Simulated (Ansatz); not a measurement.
## TiCo2: geometry relaxation (part 3 of 4)

TiCo2 (6 atoms in the cell); DFT r2SCAN, scalar-relativistic, plane waves, PAW, spin-polarised (Ansatz 0.2.0); cutoff 500 eV, 10×10×10 k-mesh, Gaussian smearing of 0.1 eV, collinear spins. The structure derives from an entry of the Crystallography Open Database.

Geometry of the input (Å; fractional positions):
```
0.0000  3.3520  3.3520
3.3520  0.0000  3.3520
3.3520  3.3520  0.0000
Ti 0.5000  0.5000  0.5000
Ti 0.7500  0.7500  0.7500
Co 0.1250  0.1250  0.1250
Co 0.6250  0.1250  0.1250
Co 0.1250  0.1250  0.6250
Co 0.1250  0.6250  0.1250
```

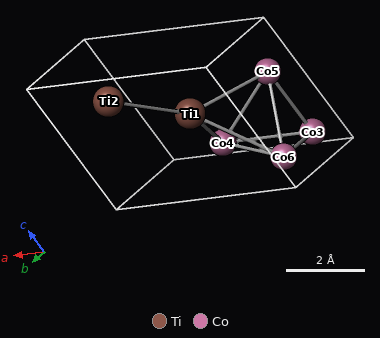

Figure 1. The geometry at step 4 of the log (ball-and-stick view of the cell of the calculation, seen at an oblique angle; atoms are numbered from 1 in the order of the input).

## Log, continued
```
SCF iter   1: F=—  HF=-25536.350580 eV  |F-HF|=—  |Δ(HF+E_count)|=         —  Δρ=6.22e-4 (↑6.22e-4 ↓2.83e-4)  dr2=2.67e-4  dr2_τ=1.50e-4  dr2_m=6.15e-5  M=4.131 μB ∫|m|=8.249 μB  β_m=1.00  ethr=2.10e-7  ⟨swp⟩=2.0  Hψ=21678  notcnv=0
preconditioner: auto → Kerker (q_TF=auto, 1.954 Å⁻¹)  [metal: Δε(μ)=0.012 eV  Ē_g=5.595 eV  σ=0.100 eV  W_gap=0.07  n_scr=14 (ndim 8)  ℏωp=28.5 eV  f_vac=0.000  D(μ)=4.10/eV (n_scr^D=50)]
spin=Collinear: Kerker preconditioning applied to the charge; magnetization (m = ρ↑ − ρ↓) channel mixes plain (no charge-response kernel on spin).
SCF iter   2: F=—  HF=-25536.350947 eV  |F-HF|=—  |Δ(HF+E_count)|=   3.67e-4  Δρ=9.93e-5 (↑9.07e-5 ↓9.93e-5)  dr2=1.44e-5  dr2_τ=1.60e-6  dr2_m=8.39e-7  M=4.132 μB ∫|m|=8.247 μB  β_m=1.00  ethr=2.10e-7  ⟨swp⟩=2.0  Hψ=10083  notcnv=0  κ⁻¹=1.0e0(r=1)
SCF iter   3: F=—  HF=-25536.350966 eV  |F-HF|=—  |Δ(HF+E_count)|=   1.92e-5  Δρ=8.51e-5 (↑4.69e-5 ↓8.51e-5)  dr2=6.94e-6  dr2_τ=1.65e-7  dr2_m=9.01e-7  M=4.132 μB ∫|m|=8.245 μB  β_m=1.00  ethr=1.57e-8  ⟨swp⟩=2.1  Hψ=7733  notcnv=0  κ⁻¹=8.5e-3(r=2)
SCF iter   4: F=—  HF=-25536.350985 eV  |F-HF|=—  |Δ(HF+E_count)|=   1.90e-5  Δρ=5.89e-5 (↑2.63e-5 ↓5.89e-5)  dr2=3.03e-6  dr2_τ=7.04e-8  dr2_m=4.20e-7  M=4.131 μB ∫|m|=8.243 μB  β_m=1.00  ethr=7.55e-9  ⟨swp⟩=2.0  Hψ=7505  notcnv=0  κ⁻¹=1.6e-3(r=3)
SCF iter   5: F=—  HF=-25536.351006 eV  |F-HF|=—  |Δ(HF+E_count)|=   2.08e-5  Δρ=3.51e-5 (↑2.23e-5 ↓3.51e-5)  dr2=2.01e-6  dr2_τ=7.76e-9  dr2_m=5.06e-8  M=4.130 μB ∫|m|=8.242 μB  β_m=1.00  ethr=3.29e-9  ⟨swp⟩=2.0  Hψ=8954  notcnv=0  κ⁻¹=9.2e-5(r=4)
SCF iter   6: F=—  HF=-25536.351017 eV  |F-HF|=—  |Δ(HF+E_count)|=   1.05e-5  Δρ=2.04e-5 (↑1.04e-5 ↓2.04e-5)  dr2=5.77e-7  dr2_τ=2.82e-9  dr2_m=5.42e-8  M=4.128 μB ∫|m|=8.242 μB  β_m=1.00  ethr=2.19e-9  ⟨swp⟩=2.5  Hψ=10170  notcnv=0  κ⁻¹=3.8e-5(r=5)
SCF iter   7: F=—  HF=-25536.351020 eV  |F-HF|=—  |Δ(HF+E_count)|=   3.36e-6  Δρ=1.14e-5 (↑9.03e-6 ↓1.14e-5)  dr2=9.17e-8  dr2_τ=2.13e-9  dr2_m=4.49e-8  M=4.127 μB ∫|m|=8.241 μB  β_m=1.00  ethr=6.28e-10  ⟨swp⟩=2.0  Hψ=9755  notcnv=0  κ⁻¹=1.5e-5(r=6)
SCF iter   8: F=—  HF=-25536.351021 eV  |F-HF|=—  |Δ(HF+E_count)|=   9.46e-7  Δρ=4.98e-6 (↑4.98e-6 ↓3.45e-6)  dr2=1.03e-8  dr2_τ=4.21e-10  dr2_m=6.57e-9  M=4.127 μB ∫|m|=8.240 μB  β_m=1.00  ethr=9.97e-11  ⟨swp⟩=2.0  Hψ=9956  notcnv=0  κ⁻¹=3.5e-6(r=7)
SCF iter   9: F=—  HF=-25536.351021 eV  |F-HF|=—  |Δ(HF+E_count)|=   2.10e-7  Δρ=1.95e-6 (↑1.95e-6 ↓1.29e-6)  dr2=2.38e-9  dr2_τ=7.45e-11  dr2_m=3.75e-10  M=4.127 μB ∫|m|=8.240 μB  β_m=1.00  ethr=1.12e-11  ⟨swp⟩=2.4  Hψ=10612  notcnv=0  κ⁻¹=8.3e-7(r=8)
SCF iter  10: F=-25536.351021 eV  HF=-25536.351021 eV  |F-HF|=2.24e-7  |Δ(HF+E_count)|=   4.96e-8  Δρ=1.11e-5 (↑4.13e-6 ↓1.11e-5)  dr2=2.44e-7  dr2_τ=1.19e-9  dr2_m=9.35e-9  M=4.127 μB ∫|m|=8.240 μB  ethr=2.58e-12  ⟨swp⟩=5.0  Hψ=31617  notcnv=0
SCF 3 converged in 10 iterations: F = -25536.351021 eV  dr2 = 2.44e-7
relax step   3: F+E_penalty+E_count = -25536.35102088 eV  Δ(F+E_penalty+E_count) = -2.961e-4 eV  max|allowed force component| = 2.294e-17 eV/Å  Δτ_max = 0.0000 Å  P = +0.006 GPa  Ω = 74.766 Å³  energy of the carried Pulay correction = +4.732e-4 eV  (10 SCF iters, dr2 threshold 3.23e-7 eV, accepted)
Initial wavefunctions: pseudopotential atomic-orbital guess (no wavefunctions were taken with the density)
iter 1 solved again at ethr=4.86e-9 eV; its pass at ethr=3.10e-3 eV (dr2=4.47e-6 eV) is discarded
SCF iter   1: F=—  HF=-25536.350509 eV  |F-HF|=—  |Δ(HF+E_count)|=         —  Δρ=1.55e-5 (↑1.20e-5 ↓1.55e-5)  dr2=2.32e-7  dr2_τ=9.44e-8  dr2_m=2.48e-8  M=4.127 μB ∫|m|=8.240 μB  β_m=1.00  ethr=4.86e-9  ⟨swp⟩=4.5  Hψ=36888  notcnv=0
preconditioner: auto → Kerker (q_TF=auto, 1.954 Å⁻¹)  [metal: Δε(μ)=0.010 eV  Ē_g=5.591 eV  σ=0.100 eV  W_gap=0.05  n_scr=14 (ndim 8)  ℏωp=28.5 eV  f_vac=0.000  D(μ)=4.12/eV (n_scr^D=50)]
spin=Collinear: Kerker preconditioning applied to the charge; magnetization (m = ρ↑ − ρ↓) channel mixes plain (no charge-response kernel on spin).
SCF iter   2: F=—  HF=-25536.350513 eV  |F-HF|=—  |Δ(HF+E_count)|=   3.39e-6  Δρ=2.84e-5 (↑1.99e-5 ↓2.84e-5)  dr2=1.03e-6  dr2_τ=1.49e-8  dr2_m=2.32e-8  M=4.127 μB ∫|m|=8.240 μB  β_m=1.00  ethr=2.52e-10  ⟨swp⟩=3.3  Hψ=11081  notcnv=0  κ⁻¹=1.0e0(r=1)
SCF iter   3: F=—  HF=-25536.350513 eV  |F-HF|=—  |Δ(HF+E_count)|=   4.38e-8  Δρ=3.16e-5 (↑2.15e-5 ↓3.16e-5)  dr2=1.25e-6  dr2_τ=1.59e-8  dr2_m=3.17e-8  M=4.127 μB ∫|m|=8.240 μB  β_m=1.00  ethr=2.52e-10  ⟨swp⟩=1.0  Hψ=5734  notcnv=0  κ⁻¹=7.9e-3(r=2)
SCF iter   4: F=—  HF=-25536.350513 eV  |F-HF|=—  |Δ(HF+E_count)|=   1.97e-7  Δρ=1.14e-5 (↑9.98e-6 ↓1.14e-5)  dr2=2.04e-7  dr2_τ=4.61e-9  dr2_m=1.04e-9  M=4.127 μB ∫|m|=8.240 μB  β_m=1.00  ethr=2.52e-10  ⟨swp⟩=2.1  Hψ=7700  notcnv=0  κ⁻¹=6.5e-4(r=3)
SCF iter   5: F=—  HF=-25536.350513 eV  |F-HF|=—  |Δ(HF+E_count)|=   5.36e-8  Δρ=4.05e-6 (↑2.09e-6 ↓4.05e-6)  dr2=4.64e-9  dr2_τ=7.06e-10  dr2_m=1.99e-9  M=4.127 μB ∫|m|=8.240 μB  β_m=1.00  ethr=2.22e-10  ⟨swp⟩=1.6  Hψ=7390  notcnv=0  κ⁻¹=4.7e-4(r=4)
SCF iter   6: F=—  HF=-25536.350513 eV  |F-HF|=—  |Δ(HF+E_count)|=   6.94e-8  Δρ=2.57e-6 (↑1.45e-6 ↓2.57e-6)  dr2=4.05e-9  dr2_τ=2.45e-10  dr2_m=5.14e-10  M=4.127 μB ∫|m|=8.240 μB  β_m=1.00  ethr=5.04e-12  ⟨swp⟩=2.0  Hψ=9238  notcnv=0  κ⁻¹=2.9e-4(r=5)
SCF iter   7: F=—  HF=-25536.350513 eV  |F-HF|=—  |Δ(HF+E_count)|=   5.10e-8  Δρ=2.32e-6 (↑9.01e-7 ↓2.32e-6)  dr2=4.89e-9  dr2_τ=1.13e-10  dr2_m=6.51e-10  M=4.127 μB ∫|m|=8.240 μB  β_m=1.00  ethr=4.40e-12  ⟨swp⟩=3.0  Hψ=10642  notcnv=0  κ⁻¹=9.7e-5(r=6)
SCF iter   8: F=—  HF=-25536.350513 eV  |F-HF|=—  |Δ(HF+E_count)|=   2.29e-8  Δρ=1.71e-6 (↑8.29e-7 ↓1.71e-6)  dr2=3.44e-9  dr2_τ=9.00e-11  dr2_m=4.53e-10  M=4.127 μB ∫|m|=8.240 μB  β_m=1.00  ethr=4.40e-12  ⟨swp⟩=2.0  Hψ=7604  notcnv=0  κ⁻¹=7.6e-6(r=7)
SCF iter   9: F=—  HF=-25536.350513 eV  |F-HF|=—  |Δ(HF+E_count)|=   3.36e-8  Δρ=8.96e-7 (↑6.25e-7 ↓8.96e-7)  dr2=1.36e-9  dr2_τ=2.79e-11  dr2_m=1.63e-10  M=4.127 μB ∫|m|=8.240 μB  β_m=1.00  ethr=3.74e-12  ⟨swp⟩=2.1  Hψ=10072  notcnv=0  κ⁻¹=1.6e-6(r=8)
SCF iter  10: F=—  HF=-25536.350513 eV  |F-HF|=—  |Δ(HF+E_count)|=   1.01e-8  Δρ=5.90e-7 (↑3.25e-7 ↓5.90e-7)  dr2=5.14e-10  dr2_τ=7.44e-12  dr2_m=3.58e-11  M=4.127 μB ∫|m|=8.240 μB  β_m=1.00  ethr=1.48e-12  ⟨swp⟩=2.2  Hψ=10113  notcnv=0  κ⁻¹=2.2e-6(r=8)
SCF iter  11: F=—  HF=-25536.350513 eV  |F-HF|=—  |Δ(HF+E_count)|=   4.59e-9  Δρ=2.91e-7 (↑2.20e-7 ↓2.91e-7)  dr2=7.90e-11  dr2_τ=1.79e-12  dr2_m=2.21e-12  M=4.127 μB ∫|m|=8.240 μB  β_m=1.00  ethr=1.00e-12  ⟨swp⟩=2.3  Hψ=10041  notcnv=0  κ⁻¹=2.2e-6(r=8)
SCF iter  12: F=—  HF=-25536.350513 eV  |F-HF|=—  |Δ(HF+E_count)|=  3.06e-10  Δρ=6.16e-8 (↑6.16e-8 ↓5.69e-8)  dr2=3.57e-12  dr2_τ=1.32e-13  dr2_m=8.72e-14  M=4.127 μB ∫|m|=8.240 μB  β_m=1.00  ethr=1.00e-12  ⟨swp⟩=1.5  Hψ=6618  notcnv=0  κ⁻¹=1.6e-6(r=8)
SCF iter  13: F=—  HF=-25536.350513 eV  |F-HF|=—  |Δ(HF+E_count)|=  1.46e-11  Δρ=4.26e-8 (↑4.26e-8 ↓3.55e-8)  dr2=1.86e-12  dr2_τ=4.43e-14  dr2_m=1.46e-13  M=4.127 μB ∫|m|=8.240 μB  β_m=1.00  ethr=1.00e-12  ⟨swp⟩=1.0  Hψ=5734  notcnv=0  κ⁻¹=2.2e-4(r=8)
SCF iter  14: F=—  HF=-25536.350513 eV  |F-HF|=—  |Δ(HF+E_count)|=  1.09e-11  Δρ=4.18e-8 (↑4.18e-8 ↓3.59e-8)  dr2=2.00e-12  dr2_τ=4.40e-14  dr2_m=1.06e-13  M=4.127 μB ∫|m|=8.240 μB  β_m=1.00  ethr=1.00e-12  ⟨swp⟩=1.0  Hψ=5734  notcnv=0  κ⁻¹=7.6e-6(r=8)
SCF iter  15: F=—  HF=-25536.350513 eV  |F-HF|=—  |Δ(HF+E_count)|=  1.09e-11  Δρ=2.30e-8 (↑1.84e-8 ↓2.30e-8)  dr2=4.31e-13  dr2_τ=1.06e-14  dr2_m=1.59e-14  M=4.127 μB ∫|m|=8.240 μB  β_m=1.00  ethr=1.00e-12  ⟨swp⟩=1.0  Hψ=5734  notcnv=0  κ⁻¹=6.2e-6(r=8)
SCF iter  16: F=-25536.350513 eV  HF=-25536.350513 eV  |F-HF|=3.64e-12  |Δ(HF+E_count)|=  7.28e-12  Δρ=4.66e-8 (↑1.81e-8 ↓4.66e-8)  dr2=3.95e-12  dr2_τ=2.46e-14  dr2_m=1.66e-13  M=4.127 μB ∫|m|=8.240 μB  ethr=1.00e-12  ⟨swp⟩=3.7  Hψ=19656  notcnv=0
SCF 4 converged in 16 iterations: F = -25536.350513 eV  dr2 = 3.95e-12
relax step   4: F+E_penalty+E_count = -25536.35051291 eV  Δ(F+E_penalty+E_count) = +5.080e-4 eV  max|allowed force component| = 2.014e-17 eV/Å  Δτ_max = 0.0000 Å  P = -0.002 GPa  Ω = 74.766 Å³  stress off target by 1.94e-3 GPa  SCF on the basis re-selected at this cell (its energy is not comparable with the rows above)  (16 SCF iters)
basis re-selected at this cell: Δ(F+E_penalty+E_count) = +5.080e-4 eV, ΔP = -0.008 GPa vs the last step (what re-selecting the basis moved, of the pressure what is left beyond the Pulay correction that the steps carried, after the strain that the cell walked since its last selection, with what the two solves' SCF thresholds leave and, on support functions, any second-order correction that the steps lacked; it is no measure of the basis error at this ecutwfc). This SCF's stress stands 1.94e-3 GPa from its target on what of the cell is left free (relax.cell.stress_tol is 5.00e-2 GPa) and its largest allowed force component is 2.01e-17 eV/Å (relax.f_tol is 5.00e-3 eV/Å): within both
SCF converged after 16 iterations
Stability not checked: this state was not tested for a lower state beside it, because the mixer in use, unlike msr1, does not test its closes by its own steps (another_mixer; see scf.mixing.algorithm and scf.lower_state_search)
Magnetization: 4.1270 μB (48.0635 up, 43.9365 down)
Absolute magnetization: 8.2415 μB (∫|ρ↑−ρ↓|, with the PAW one-centre terms)
Spin contamination: 1.1735 ħ² per cell (⟨S²⟩ above its minimum at these occupations)
Per-site moments (μB) at R_I (Å): [(-0.6493951313054686, 1.1436310874362692), (-0.6493951313054682, 1.1436310874362692), (1.539953943884856, 0.9752918683518335), (1.5399539438848557, 0.9752918683518335), (1.539953943884857, 0.9752918683518335), (1.5399539438848562, 0.9752918683518335)]
Free energy (F): -25536.350513 eV
Harris-Foulkes:  -25536.350513 eV  (|F-HF|=3.64e-12)
Internal energy: -25536.329892 eV  (E = F + TS)
E sigma→0 (E₀):  -25536.340202 eV
Entropy (-TS):   -0.020621 eV (-3.437 meV/atom)
Fermi energy:    17.399142 eV
--- Per-component energies (eV) ---
  E_band       = -1438.835887
  E_kinetic    = 2368.880668
  E_local      = -14310.874929  (includes V_loc(G=0)·N_el)
  E_nonlocal   = 1827.230908
  E_hartree    = 6085.684247
  E_xc         = -820.802080
  E_vxc        = -1192.158319  (∫ρ·V_xc dr)
  E_paw        = -8202.919002  (= ΣΔE_a)
  E_vpaw       = -2381.070315  (= ΣTr[D̂ρ^β])
  E_aug_tail   = 0.000329  (compensation charges beyond the density's cutoff)
  E_vtau       = 77.787143  (kinetic-family band-sum trace: ∫τ·v_τ [+ j·A + Jᵃ·Aᵃ] dr)
  E_ewald      = -12481.842295
  E_core_change = -1.687739  (= ΣΔE_core)
  E_smearing   = -0.020621  (= −TS)
  E_closure    = -0.000000  (closes the sum)
  Σ components = -25536.350513   (vs F -25536.350513, Δ=0.00e0)
--- Forces (eV/Å), atoms counted from 1 ---
  atom   1  Ti    -0.00000000    -0.00000000    -0.00000000
  atom   2  Ti     0.00000000     0.00000000     0.00000000
  atom   3  Co     0.00000000    -0.00000000    -0.00000000
  atom   4  Co     0.00000000     0.00000000     0.00000000
  atom   5  Co    -0.00000000    -0.00000000    -0.00000000
  atom   6  Co    -0.00000000     0.00000000     0.00000000
  max |Σ_I F_I| component: 1.73e-18 eV/Å
--- Stress (GPa, compression-positive) ---
       -0.001943       0.000000       0.000000
        0.000000      -0.001943      -0.000000
        0.000000      -0.000000      -0.001943
  P = ⅓ Tr σ = -0.0019 GPa (-0.019 kbar)
--- Band table (eV; the first three rows and the last of 94) ---
  k-point 0 ↑: bands = ["-82.8687", "-82.8029", "-82.8029", "-82.8029", "-44.8879", "-44.7410", "-44.7410", "-44.7410", "-44.6969", "-44.6969", "-44.5429", "-44.5429", "-44.5429", "-44.4353", "-44.4353", "-44.4353", "-41.8668", "-41.7827", "-17.1014", "-17.1014", "-17.1014", "-16.9156", "-16.9156", "-16.9156", "8.6416", "11.5566", "12.1778", "12.1778", "12.1778", "12.9953", "12.9953", "12.9953", "13.2727", "13.2727", "14.9430", "14.9430", "14.9663", "14.9663", "14.9663", "15.3092", "15.3092", "15.3092", "16.0622", "16.0622", "16.6199", "16.6199", "16.6199", "16.6711", "16.6711", "16.6711", "18.2904", "18.2904", "18.2904", "18.4155", "20.0731", "20.0731", "23.1748", "23.1748", "23.1748", "25.2389", "25.2389"]
  k-point 1 ↑: bands = ["-82.8675", "-82.8041", "-82.8029", "-82.8029", "-44.8809", "-44.7390", "-44.7379", "-44.7379", "-44.6953", "-44.6953", "-44.5463", "-44.5463", "-44.5429", "-44.4448", "-44.4366", "-44.4366", "-41.8650", "-41.7842", "-17.1034", "-17.1034", "-17.1009", "-16.9168", "-16.9135", "-16.9135", "8.7575", "11.6062", "12.1875", "12.2123", "12.2123", "12.9647", "13.0236", "13.0236", "13.2962", "13.2962", "14.8485", "14.8485", "14.9457", "14.9457", "14.9622", "15.1926", "15.2426", "15.2426", "16.0166", "16.0166", "16.4740", "16.4740", "16.5429", "16.6198", "17.0267", "17.0267", "17.6138", "18.2566", "18.2566", "19.0538", "20.0546", "20.0546", "22.5541", "23.0717", "23.0717", "25.3025", "25.3025"]
  k-point 2 ↑: bands = ["-82.8641", "-82.8075", "-82.8029", "-82.8029", "-44.8621", "-44.7317", "-44.7306", "-44.7306", "-44.6891", "-44.6891", "-44.5567", "-44.5567", "-44.5429", "-44.4720", "-44.4399", "-44.4399", "-41.8602", "-41.7886", "-17.1086", "-17.1086", "-17.1002", "-16.9191", "-16.9082", "-16.9082", "9.0956", "11.7312", "12.2221", "12.3094", "12.3094", "12.8816", "13.0975", "13.0975", "13.3765", "13.3765", "14.5902", "14.5902", "14.8749", "14.9006", "14.9006", "14.9517", "15.1039", "15.1039", "15.7566", "15.7566", "15.9535", "16.6196", "16.7718", "16.7718", "17.2206", "17.3623", "17.3623", "18.1716", "18.1716", "19.6340", "20.0181", "20.0181", "21.5530", "22.7349", "22.7349", "25.0286", "25.0286"]
```
